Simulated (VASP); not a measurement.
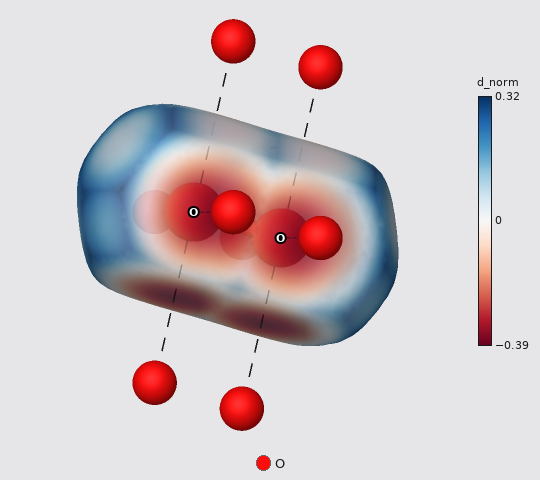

Hirshfeld surface computed for the O₂ molecule in O (Fmmm, No. 69), coloured by d_norm. Dashed lines lead to the closest neighbours outside.

The surface is where the fragment's share of the procrystal density (the sum of the densities of spherically averaged neutral Hartree-Fock atoms) equals one half. d_i and d_e are the distances from the surface to the nearest nucleus inside and outside; d_norm adds both, each measured against its van der Waals radius (Alvarez: O 1.50 Å), so red marks contacts shorter than the sum of radii, white equal and blue longer.

Source of the atomic positions: a cell listed in the Materials Project, as set up for an electronic-structure calculation.

```cif
data_structure
_symmetry_space_group_name_H-M 'Fmmm'
_symmetry_Int_Tables_number 69
_cell_length_a 3.0035
_cell_length_b 3.7798
_cell_length_c 7.7977
_cell_angle_alpha 90.000
_cell_angle_beta 90.000
_cell_angle_gamma 90.000
_cell_volume 88.52
loop_
_atom_site_label
_atom_site_type_symbol
_atom_site_symmetry_multiplicity
_atom_site_Wyckoff_symbol
_atom_site_fract_x
_atom_site_fract_y
_atom_site_fract_z
_atom_site_occupancy
O1 O 8 i 0.50000 0.00000 0.07890 1
```

### Which contact with the surroundings is the closest relative to the atoms' sizes?

O···O at 2.41 Å, 80 % of the sum of the van der Waals radii.

### How is the surface shared among contacts (both directions of a pair summed)?

O···O 100 %.

### Give the size and shape of the surface.

It encloses about 20.1 Å³, has an area of about 39 Å² and a globularity of 0.92 (1 for a sphere).
